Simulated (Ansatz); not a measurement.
Geometry relaxation, with input and output: C (part 3 of 3)

Continued. System: C (slab, 16 atoms in the cell). Method: DFT r2SCAN, scalar-relativistic, plane waves, PAW, no spin polarisation (Ansatz 0.2.0); cutoff 500 eV, 12×4×1 k-mesh, Gaussian smearing of 0.1 eV. The structure derives from a Materials Project entry. The input holds or restrains some coordinates. Forces given for the steps count only the free coordinates.

Geometry of the input (Å; fractional positions):
```
2.4558  0.0000  0.0000
0.0000  7.0404  0.0000
0.0000  0.0000  24.7982
C  0.0000  0.2500  0.3428
C  0.5000  0.7500  0.3714
C  0.5000  0.2500  0.3714
C  0.0000  0.7500  0.3999
C  0.5000  0.2500  0.4285
C  0.0000  0.7500  0.4571
C  0.0000  0.2500  0.4571
C  0.5000  0.7500  0.4857
C  0.0000  0.2500  0.5143
C  0.5000  0.7500  0.5429
C  0.5000  0.2500  0.5429
C  0.0000  0.7500  0.5715
C  0.5000  0.2500  0.6001
C  0.0000  0.7500  0.6286
C  0.0000  0.2500  0.6286
C  0.5000  0.7500  0.6572
```

## Output, continued
```
  k-point 1: bands = ["-22.6444", "-22.5074", "-21.5342", "-21.4113", "-19.8560", "-19.7547", "-17.9071", "-17.8282", "-14.0727", "-14.0287", "-10.8957", "-10.8604", "-10.3055", "-9.2794", "-9.0080", "-8.8475", "-8.7978", "-8.1025", "-7.9791", "-7.9205", "-7.5782", "-7.5496", "-7.2729", "-6.8559", "-6.8128", "-6.5093", "-5.6422", "-5.6191", "-5.5265", "-4.9678", "-2.4207", "-2.2245", "-1.9995", "-1.8013", "1.0225", "1.4810", "3.0940", "3.7876", "4.1570", "4.3148", "4.4385", "4.8995", "5.0971", "5.5907", "5.7455", "5.8655", "6.0482", "6.1031"]
  k-point 2: bands = ["-22.5871", "-22.5665", "-21.4883", "-21.4589", "-19.8190", "-19.7931", "-17.8814", "-17.8552", "-14.0581", "-14.0447", "-10.8878", "-10.8704", "-9.8115", "-9.7927", "-8.8450", "-8.8004", "-8.6005", "-8.5734", "-7.9775", "-7.9221", "-7.5755", "-7.5564", "-6.9249", "-6.9008", "-6.8546", "-6.8140", "-5.6407", "-5.6206", "-5.2935", "-5.2500", "-2.3154", "-2.3146", "-1.9030", "-1.8894", "1.2070", "1.2315", "3.9542", "3.9670", "4.7493", "4.7596", "4.8463", "4.8977", "5.3428", "5.3772", "5.5261", "5.6024", "5.7963", "5.8003"]
  k-point 20: bands = ["-18.0939", "-18.0887", "-18.0712", "-18.0699", "-17.4577", "-17.4278", "-16.4838", "-16.4460", "-15.3562", "-15.3239", "-15.3155", "-15.2858", "-13.8163", "-13.7873", "-13.7708", "-13.7436", "-10.3804", "-10.3664", "-10.1418", "-10.1238", "-9.2188", "-9.2011", "-4.8216", "-4.8013", "-4.7414", "-4.7322", "-4.4981", "-4.4581", "-2.9333", "-2.9327", "-2.6797", "-2.6692", "-1.7424", "-1.6999", "-1.2302", "-1.1360", "-0.0342", "-0.0150", "0.3484", "0.3811", "0.7994", "0.8796", "6.4408", "6.4651", "7.5732", "7.6134", "8.7078", "8.7537"]
--- Relaxed structure (5 steps of the walk, 5 accepted, 0 SCFs on fresh bases) ---
  F+E_penalty+E_count = -4012.79784693 eV   max|allowed force component| = 1.216e-3 eV/Å
  atoms:
    - { symbol: C, position: [0.0, 0.25000000000000006, 0.34276698520000004] }
    - { symbol: C, position: [0.5, 0.7500000000000001, 0.37135480610000005] }
    - { symbol: C, position: [0.5, 0.25000000000000006, 0.37135480610000005] }
    - { symbol: C, position: [0.0, 0.7500000000000001, 0.39994262700000005] }
    - { symbol: C, position: [0.5, 0.25000000000000006, 0.4285304478] }
    - { symbol: C, position: [0.0, 0.7500000000000001, 0.4571182687] }
    - { symbol: C, position: [0.0, 0.25000000000000006, 0.4571182687] }
    - { symbol: C, position: [0.5, 0.7500000000000001, 0.4857060896] }
    - { symbol: C, position: [5.019134611643743e-33, 0.25000000000000006, 0.5148403547845091] }
    - { symbol: C, position: [0.5, 0.7500000000000001, 0.543487892159321] }
    - { symbol: C, position: [0.5, 0.25000000000000006, 0.5428299250243058] }
    - { symbol: C, position: [1.0038269223287486e-32, 0.7500000000000001, 0.5714887041586109] }
    - { symbol: C, position: [0.5, 0.25000000000000006, 0.6021944725683764] }
    - { symbol: C, position: [-5.030612199451385e-84, 0.7500000000000001, 0.6309091943115328] }
    - { symbol: C, position: [-8.030615378629989e-32, 0.25000000000000006, 0.6272424143086367] }
    - { symbol: C, position: [0.5, 0.7500000000000001, 0.6556916776059895] }
```

## Trajectory as extended XYZ (Å, eV, eV/Å), 5 frames, from step=1 to step=5
```
16
Lattice="2.4558 0.0000 0.0000 0.0000 7.0404 0.0000 0.0000 0.0000 24.7982" Properties=species:S:1:pos:R:3:forces:R:3 step=1 energy=-4012.55252
C     0.0000    1.7601    8.5000    0.0000   0.0000   2.0602
C     1.2279    5.2803    9.2089    0.0000   0.0000   1.8984
C     1.2279    1.7601    9.2089    0.0000   0.0000  -3.0621
C     0.0000    5.2803    9.9179    0.0000   0.0000  -2.9889
C     1.2279    1.7601   10.6268    0.0000   0.0000   1.1309
C     0.0000    5.2803   11.3357    0.0000   0.0000   1.1767
C     0.0000    1.7601   11.3357    0.0000   0.0000  -0.4305
C     1.2279    5.2803   12.0446    0.0000   0.0000  -0.4224
C     0.0000    1.7601   12.7536    0.0000   0.0000   0.4220
C     1.2279    5.2803   13.4625    0.0000   0.0000   0.4309
C     1.2279    1.7601   13.4625    0.0000   0.0000  -1.1768
C     0.0000    5.2803   14.1714    0.0000   0.0000  -1.1307
C     1.2279    1.7601   14.8803    0.0000   0.0000   2.9891
C     0.0000    5.2803   15.5893    0.0000   0.0000   3.0615
C     0.0000    1.7601   15.5893    0.0000   0.0000  -1.8986
C     1.2279    5.2803   16.2982    0.0000   0.0000  -2.0594
16
Lattice="2.4558 0.0000 0.0000 0.0000 7.0404 0.0000 0.0000 0.0000 24.7982" Properties=species:S:1:pos:R:3:forces:R:3 step=2 energy=-4012.69549
C     0.0000    1.7601    8.5000    0.0000   0.0000   2.1220
C     1.2279    5.2803    9.2089    0.0000   0.0000   1.9340
C     1.2279    1.7601    9.2089    0.0000   0.0000  -3.1625
C     0.0000    5.2803    9.9179    0.0000   0.0000  -3.0391
C     1.2279    1.7601   10.6268    0.0000   0.0000   1.2219
C     0.0000    5.2803   11.3357    0.0000   0.0000   1.2533
C     0.0000    1.7601   11.3357    0.0000   0.0000  -0.3547
C     1.2279    5.2803   12.0446    0.0000   0.0000  -0.3536
C     0.0000    1.7601   12.7590    0.0000   0.0000   0.3822
C     1.2279    5.2803   13.4674    0.0000   0.0000   0.3857
C     1.2279    1.7601   13.4660    0.0000   0.0000  -0.8692
C     0.0000    5.2803   14.1739    0.0000   0.0000  -0.8666
C     1.2279    1.7601   14.9023    0.0000   0.0000   1.8744
C     0.0000    5.2803   15.6089    0.0000   0.0000   1.9869
C     0.0000    1.7601   15.5788    0.0000   0.0000  -1.2110
C     1.2279    5.2803   16.2827    0.0000   0.0000  -1.3060
16
Lattice="2.4558 0.0000 0.0000 0.0000 7.0404 0.0000 0.0000 0.0000 24.7982" Properties=species:S:1:pos:R:3:forces:R:3 step=3 energy=-4012.79573
C     0.0000    1.7601    8.5000    0.0000   0.0000   2.1927
C     1.2279    5.2803    9.2089    0.0000   0.0000   1.9373
C     1.2279    1.7601    9.2089    0.0000   0.0000  -3.2797
C     0.0000    5.2803    9.9179    0.0000   0.0000  -3.0652
C     1.2279    1.7601   10.6268    0.0000   0.0000   1.2932
C     0.0000    5.2803   11.3357    0.0000   0.0000   1.3717
C     0.0000    1.7601   11.3357    0.0000   0.0000  -0.4790
C     1.2279    5.2803   12.0446    0.0000   0.0000  -0.1732
C     0.0000    1.7601   12.7610    0.0000   0.0000   0.0804
C     1.2279    5.2803   13.4785    0.0000   0.0000  -0.0013
C     1.2279    1.7601   13.4536    0.0000   0.0000  -0.0857
C     0.0000    5.2803   14.1727    0.0000   0.0000   0.1152
C     1.2279    1.7601   14.9180    0.0000   0.0000   0.2154
C     0.0000    5.2803   15.6508    0.0000   0.0000  -0.0819
C     0.0000    1.7601   15.5402    0.0000   0.0000   0.0227
C     1.2279    5.2803   16.2665    0.0000   0.0000  -0.0619
16
Lattice="2.4558 0.0000 0.0000 0.0000 7.0404 0.0000 0.0000 0.0000 24.7982" Properties=species:S:1:pos:R:3:forces:R:3 step=4 energy=-4012.79775
C     0.0000    1.7601    8.5000    0.0000   0.0000   2.1855
C     1.2279    5.2803    9.2089    0.0000   0.0000   1.9428
C     1.2279    1.7601    9.2089    0.0000   0.0000  -3.2805
C     0.0000    5.2803    9.9179    0.0000   0.0000  -3.0650
C     1.2279    1.7601   10.6268    0.0000   0.0000   1.3495
C     0.0000    5.2803   11.3357    0.0000   0.0000   1.3593
C     0.0000    1.7601   11.3357    0.0000   0.0000  -0.2376
C     1.2279    5.2803   12.0446    0.0000   0.0000  -0.2071
C     0.0000    1.7601   12.7686    0.0000   0.0000  -0.0218
C     1.2279    5.2803   13.4772    0.0000   0.0000  -0.0048
C     1.2279    1.7601   13.4632    0.0000   0.0000   0.0054
C     0.0000    5.2803   14.1713    0.0000   0.0000  -0.0059
C     1.2279    1.7601   14.9367    0.0000   0.0000  -0.0375
C     0.0000    5.2803   15.6442    0.0000   0.0000   0.0186
C     0.0000    1.7601   15.5576    0.0000   0.0000  -0.0048
C     1.2279    5.2803   16.2588    0.0000   0.0000   0.0040
16
Lattice="2.4558 0.0000 0.0000 0.0000 7.0404 0.0000 0.0000 0.0000 24.7982" Properties=species:S:1:pos:R:3:forces:R:3 step=5 energy=-4012.79785
C     0.0000    1.7601    8.5000    0.0000   0.0000   2.1863
C     1.2279    5.2803    9.2089    0.0000   0.0000   1.9415
C     1.2279    1.7601    9.2089    0.0000   0.0000  -3.2787
C     0.0000    5.2803    9.9179    0.0000   0.0000  -3.0640
C     1.2279    1.7601   10.6268    0.0000   0.0000   1.3375
C     0.0000    5.2803   11.3357    0.0000   0.0000   1.3613
C     0.0000    1.7601   11.3357    0.0000   0.0000  -0.2862
C     1.2279    5.2803   12.0446    0.0000   0.0000  -0.1974
C     0.0000    1.7601   12.7671    0.0000   0.0000   0.0001
C     1.2279    5.2803   13.4775    0.0000   0.0000   0.0003
C     1.2279    1.7601   13.4612    0.0000   0.0000   0.0005
C     0.0000    5.2803   14.1719    0.0000   0.0000   0.0008
C     1.2279    1.7601   14.9333    0.0000   0.0000  -0.0010
C     0.0000    5.2803   15.6454    0.0000   0.0000  -0.0012
C     0.0000    1.7601   15.5545    0.0000   0.0000  -0.0003
C     1.2279    5.2803   16.2600    0.0000   0.0000   0.0006
```

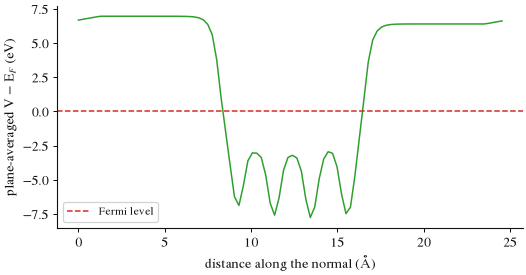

**Figure 1.** Plane average of the electrostatic potential energy of an electron across the cell, from the Fermi level. The vacuum level lies 6.39 eV above the Fermi level on the upper side and 6.96 eV on the lower.

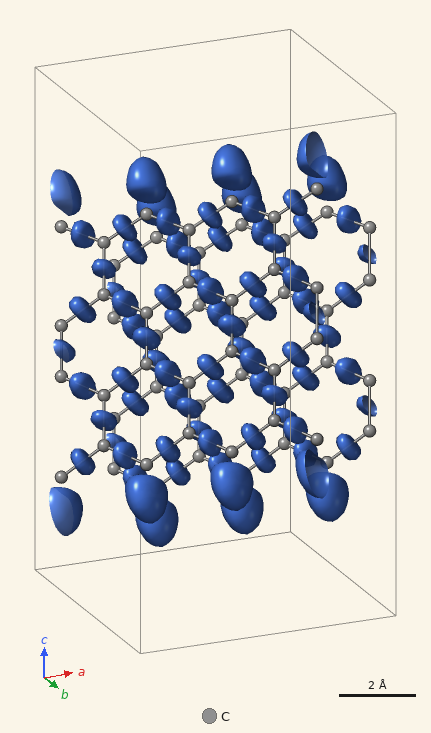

**Figure 2.** Isosurface of the ELF at 0.85 (blue), seen at an oblique angle. Only the valence region is drawn (cores and ρ < 0.01 e/Å³ removed). Sticks mark near contacts. Along the contacts the grid gives the following. C–C (1.37 Å): the ELF peaks at about 0.90 between the atoms, as expected for localised, shared-pair bonding. In a PAW calculation such maps are meaningful between the atoms, not at the nuclei.

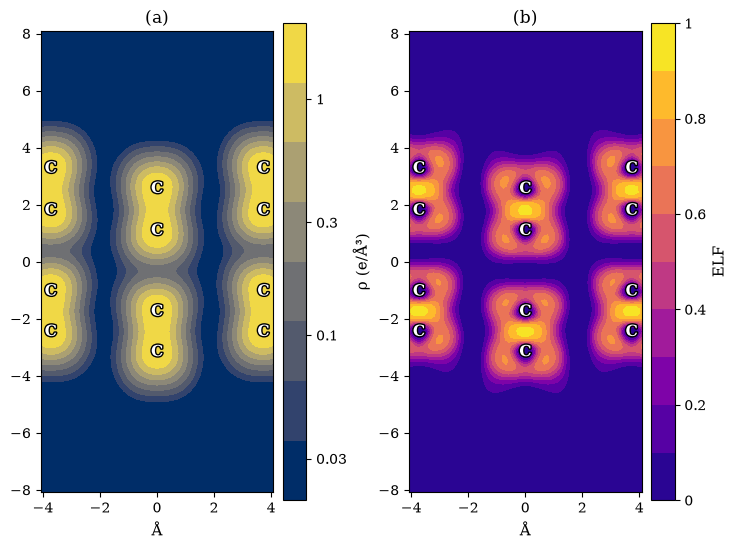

**Figure 3.** (a) valence charge density (pseudo); (b) ELF on the (110) plane of the calculation cell, a cut from vacuum to vacuum. C–C (1.42 Å): the density is about 2 e/Å³ at the midpoint; the ELF peaks at about 0.90 between the atoms, as expected for localised, shared-pair bonding. C–C (1.47 Å): the density is about 1.8 e/Å³ at the midpoint; the ELF peaks at about 0.90 between the atoms, which marks a covalent bond. The density dies away to nearly zero in the vacuum.

## Key numbers

| quantity | value |
| --- | --- |
| outcome | converged under the restraints of the input |
| electrons treated | 64 |
| free energy | −4012.7978 eV |
| work function, top face | 6.39 eV |
| work function, bottom face | 6.96 eV |
| Fermi energy | −2.303 eV |
| gap on the k-point mesh | none (metallic) |
| final volume | 428.76 Å³ |
| work function (upper face) | 6.39 eV |
| largest force (length of the vector) at the end, held atoms and coordinates included | 3.279 eV/Å |
| hardware | 2 threads of Intel Xeon @ 2.50GHz (Skylake/Cascade Lake), 192 GiB of memory available, shared host |
| wall time | 5.5 min (CPU time 11 min) |
| peak memory | 1.6 GiB |

The program warns: the exchange-correlation potential is rough where the density is thin.
